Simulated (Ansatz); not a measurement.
# What a change does: single-point calculation on Al₃O

System: Al₃O (slab, 4 atoms in the cell).
Method of run A: DFT, LDA, plane waves, PAW, no spin polarisation (Ansatz 0.2.0).

The structure derives from an entry of the Crystallography Open Database. Text and figures count atoms from 1; the logs count them from 0 in places.

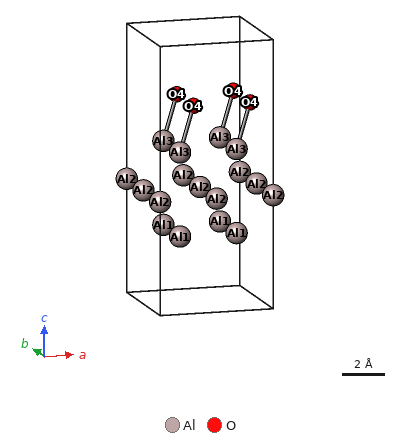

Figure 1. The structure as given in the input (ball-and-stick view of the 2 × 2 repeat of the cell, with the vacuum cut short, seen slightly off an axis; atoms are numbered from 1 in the order of the input).

## Input file, run A
```yaml
crystal:
  lattice:
    - [2.8168432364, 0.0, 0.0]
    - [0.0, 2.8168432364, 0.0]
    - [0.0, 0.0, 21.1042970937]
  atoms:
    - { symbol: Al, position: [0.5, 0.5, 0.1895348602] }
    - { symbol: Al, position: [0.0, 0.0, 0.2867549192] }
    - { symbol: Al, position: [0.5, 0.5, 0.3840117042] }
    - { symbol: O, position: [0.8333333333, 0.8333333333, 0.4802006458] }
basis:
  ecutwfc: 420
kpoints:
  mp_grid: { grid: [9, 9, 1] }
hamiltonian:
  xc: lda
scf:
  occupations: { method: gaussian, width: 0.1 }
  convergence: { dr2_threshold: 1.0e-06 }
output:
  forces: true
  eigenvalues: true
efield:
  axis: 3
  dipole_correction: true
  ramp_width: 0.04
```

Command:
```bash
ansatz run input.yaml --threads 1 --pin off --max-ram 3072MiB --backend cpu --events-out ev --progress --plain --runs-dir out
```

Hardware: 1 thread of Arm Neoverse V2, 24 GiB of memory available, shared host.

## Output, shortened to warnings, some set-up lines, iterations and results (run A)
```
Warning: scf.convergence.dr2_threshold = 1e-6 eV is looser than this run's default, which is 1e-7 eV or tighter. The error in the forces grows as the threshold's square root, so leave the key out unless less accurate forces are enough
Basis set: ecut = 420 eV, 3339 PW (Γ)
Symmetry: 2 space group operations
k-points: 25 of 81 (time reversal used)
Initial density: superposition of atomic densities (neutral atoms: chi_scale 0, normalization atom), corrected by the library's trained network
[...]
SCF iter   1: F=—  HF=-2088.742457 eV  |F-HF|=—  |Δ(HF+E_count)|=         —  Δρ=5.95e-3  dr2=9.47e-2  ethr=1.77e-3  p=-0.218 e·Å  D=-2.35e-1 V/Å  ΔV_dip=4.96 eV  …
SCF iter   2: F=—  HF=-2088.733013 eV  |F-HF|=—  |Δ(HF+E_count)|=   9.44e-3  Δρ=2.76e-3  dr2=9.88e-3  ethr=6.32e-4  p=-0.210 e·Å  D=-2.27e-1 V/Å  ΔV_dip=4.79 eV  …
SCF iter   3: F=—  HF=-2088.731821 eV  |F-HF|=—  |Δ(HF+E_count)|=   1.19e-3  Δρ=1.44e-3  dr2=6.85e-3  ethr=6.59e-5  p=-0.216 e·Å  D=-2.34e-1 V/Å  ΔV_dip=4.93 eV  …
SCF iter   4: F=—  HF=-2088.731703 eV  |F-HF|=—  |Δ(HF+E_count)|=   1.18e-4  Δρ=5.32e-4  dr2=7.06e-4  ethr=4.57e-5  p=-0.218 e·Å  D=-2.35e-1 V/Å  ΔV_dip=4.97 eV  …
SCF iter   5: F=—  HF=-2088.731618 eV  |F-HF|=—  |Δ(HF+E_count)|=   8.52e-5  Δρ=1.47e-4  dr2=4.54e-5  ethr=4.70e-6  p=-0.218 e·Å  D=-2.35e-1 V/Å  ΔV_dip=4.97 eV  …
SCF iter   6: F=—  HF=-2088.731622 eV  |F-HF|=—  |Δ(HF+E_count)|=   4.54e-6  Δρ=2.47e-5  dr2=1.84e-6  ethr=3.03e-7  p=-0.218 e·Å  D=-2.35e-1 V/Å  ΔV_dip=4.97 eV  …
SCF iter   7: F=-2088.731625 eV  HF=-2088.731625 eV  |F-HF|=2.46e-7  |Δ(HF+E_count)|=   2.59e-6  Δρ=1.33e-5  dr2=3.46e-7  ethr=6.67e-9  p=-0.218 e·Å  D=-2.35e-1 V/Å  …
SCF 1 converged in 7 iterations: F = -2088.731625 eV  dr2 = 3.46e-7
SCF converged after 7 iterations
Free energy (F): -2088.731625 eV
Harris-Foulkes:  -2088.731625 eV  (|F-HF|=2.46e-7)
Internal energy: -2088.714793 eV  (E = F + TS)
E sigma→0 (E₀):  -2088.723209 eV
Entropy (-TS):   -0.016832 eV (-4.208 meV/atom)
Fermi energy:    -2.027426 eV
Dipole field:    D = -0.235229 V/Å  (p = -0.217684 e·Å, saw-weighted, corrected)
Work function:   Φ+ = 9.2961 eV   Φ− = 4.3317 eV
Levels:          The Fermi level and band energies are counted from a zero that moves with the ramp; work functions are not
--- Per-component energies (eV) ---
  E_band       = -103.278877
  E_kinetic    = 227.785362
  E_local      = -3712.763595  (includes V_loc(G=0)·N_el)
  E_nonlocal   = 82.842399
  E_hartree    = 1757.498291
  E_xc         = -184.197405
  E_vxc        = -172.901821  (∫ρ·V_xc dr)
  E_paw        = -1473.967851  (= ΣΔE_a)
  E_vpaw       = -45.486009  (= ΣTr[D̂ρ^β])
  E_aug_tail   = 0.002199  (compensation charges beyond the density's cutoff)
  E_efield     = 0.025603  (sawtooth field / dipole correction)
  E_vefield    = 2.231012  (∫n·V_field dr)
  E_ewald      = 1213.796133
  E_core_change = 0.264071  (= ΣΔE_core)
  E_smearing   = -0.016832  (= −TS)
  E_closure    = 0.000000  (closes the sum)
  Σ components = -2088.731625   (vs F -2088.731625, Δ=0.00e0)
--- Forces (eV/Å), atoms counted from 1 ---
  atom   1  Al    -0.01150408    -0.01150408    -0.15867345
  atom   2  Al     0.03316140     0.03316140     0.22999507
  atom   3  Al     0.50746153     0.50746153     3.52898932
  atom   4  O     -0.52913474    -0.52913474    -3.59944966
  max |Σ_I F_I| component: 8.61e-4 eV/Å
```

For run B the input was changed thus:
```diff
-  convergence: { dr2_threshold: 1.0e-06 }
```

Predict how the results change.

Both reach the same energy, so the change doesn't alter the result. The SCF takes 8 iterations against 7.

## Output, shortened to warnings, some set-up lines, iterations and results (run B)
```
Basis set: ecut = 420 eV, 3339 PW (Γ)
Symmetry: 2 space group operations
k-points: 25 of 81 (time reversal used)
Initial density: superposition of atomic densities (neutral atoms: chi_scale 0, normalization atom), corrected by the library's trained network
[...]
SCF iter   1: F=—  HF=-2088.742457 eV  |F-HF|=—  |Δ(HF+E_count)|=         —  Δρ=5.95e-3  dr2=9.47e-2  ethr=1.77e-3  p=-0.218 e·Å  D=-2.35e-1 V/Å  ΔV_dip=4.96 eV  …
SCF iter   2: F=—  HF=-2088.733013 eV  |F-HF|=—  |Δ(HF+E_count)|=   9.44e-3  Δρ=2.76e-3  dr2=9.88e-3  ethr=6.32e-4  p=-0.210 e·Å  D=-2.27e-1 V/Å  ΔV_dip=4.79 eV  …
SCF iter   3: F=—  HF=-2088.731821 eV  |F-HF|=—  |Δ(HF+E_count)|=   1.19e-3  Δρ=1.44e-3  dr2=6.85e-3  ethr=6.59e-5  p=-0.216 e·Å  D=-2.34e-1 V/Å  ΔV_dip=4.93 eV  …
SCF iter   4: F=—  HF=-2088.731703 eV  |F-HF|=—  |Δ(HF+E_count)|=   1.18e-4  Δρ=5.32e-4  dr2=7.06e-4  ethr=4.57e-5  p=-0.218 e·Å  D=-2.35e-1 V/Å  ΔV_dip=4.97 eV  …
SCF iter   5: F=—  HF=-2088.731616 eV  |F-HF|=—  |Δ(HF+E_count)|=   8.67e-5  Δρ=1.47e-4  dr2=4.54e-5  ethr=4.70e-6  p=-0.218 e·Å  D=-2.35e-1 V/Å  ΔV_dip=4.97 eV  …
SCF iter   6: F=—  HF=-2088.731622 eV  |F-HF|=—  |Δ(HF+E_count)|=   6.02e-6  Δρ=2.47e-5  dr2=1.84e-6  ethr=3.03e-7  p=-0.218 e·Å  D=-2.35e-1 V/Å  ΔV_dip=4.97 eV  …
SCF iter   7: F=—  HF=-2088.731625 eV  |F-HF|=—  |Δ(HF+E_count)|=   2.58e-6  Δρ=1.31e-5  dr2=3.35e-7  ethr=1.23e-8  p=-0.218 e·Å  D=-2.35e-1 V/Å  ΔV_dip=4.97 eV  …
SCF iter   8: F=-2088.731625 eV  HF=-2088.731625 eV  |F-HF|=1.36e-8  |Δ(HF+E_count)|=   3.33e-8  Δρ=2.60e-6  dr2=1.07e-8  ethr=6.67e-10  p=-0.218 e·Å  D=-2.36e-1 V/Å  …
SCF 1 converged in 8 iterations: F = -2088.731625 eV  dr2 = 1.07e-8
SCF converged after 8 iterations
Free energy (F): -2088.731625 eV
Harris-Foulkes:  -2088.731625 eV  (|F-HF|=1.36e-8)
Internal energy: -2088.714793 eV  (E = F + TS)
E sigma→0 (E₀):  -2088.723209 eV
Entropy (-TS):   -0.016832 eV (-4.208 meV/atom)
Fermi energy:    -2.027611 eV
Dipole field:    D = -0.235462 V/Å  (p = -0.217899 e·Å, saw-weighted, corrected)
Work function:   Φ+ = 9.2990 eV   Φ− = 4.3297 eV
Levels:          The Fermi level and band energies are counted from a zero that moves with the ramp; work functions are not
--- Per-component energies (eV) ---
  E_band       = -103.281166
  E_kinetic    = 227.788468
  E_local      = -3712.773945  (includes V_loc(G=0)·N_el)
  E_nonlocal   = 82.843916
  E_hartree    = 1757.505373
  E_xc         = -184.197745
  E_vxc        = -172.902299  (∫ρ·V_xc dr)
  E_paw        = -1473.968916  (= ΣΔE_a)
  E_vpaw       = -45.487019  (= ΣTr[D̂ρ^β])
  E_aug_tail   = 0.002199  (compensation charges beyond the density's cutoff)
  E_efield     = 0.025654  (sawtooth field / dipole correction)
  E_vefield    = 2.233271  (∫n·V_field dr)
  E_ewald      = 1213.796133
  E_core_change = 0.264071  (= ΣΔE_core)
  E_smearing   = -0.016832  (= −TS)
  E_closure    = -0.000000  (closes the sum)
  Σ components = -2088.731625   (vs F -2088.731625, Δ=0.00e0)
--- Forces (eV/Å), atoms counted from 1 ---
  atom   1  Al    -0.01150737    -0.01150737    -0.15871303
  atom   2  Al     0.03316805     0.03316805     0.23002816
  atom   3  Al     0.50747276     0.50747276     3.52917258
  atom   4  O     -0.52913917    -0.52913917    -3.59965866
  max |Σ_I F_I| component: 8.29e-4 eV/Å
```

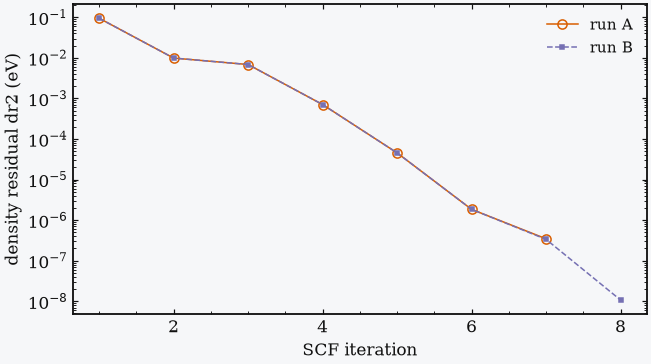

Figure 2. Convergence of the two runs: density residual dr2 against the SCF iteration. Run A takes 7 iterations in all, and run B takes 8.

## The two runs side by side

| quantity | run A | run B |
| --- | --- | --- |
| outcome | converged | converged |
| free energy per atom (eV) | −522.1829 | −522.1829 |
| energy per atom, smearing taken to zero (eV) | −522.1808 | −522.1808 |
| gap on the mesh (eV) | 0.00 | 0.00 |
| largest force (eV/Å) | 3.676 | 3.677 |
| SCF iterations | 7 | 8 |
| irreducible k-points | 25 | 25 |
| plane waves at Γ | 3339 | 3339 |
| work function (eV) | – | 9.30 |
| wall time (shared host) | 4.2 s | 4.3 s |

For both runs: The cell holds an odd number of electrons but the run has no spin polarisation, so it comes out as a metal. For run A: Warnings: the SCF threshold is loose for the printed forces.
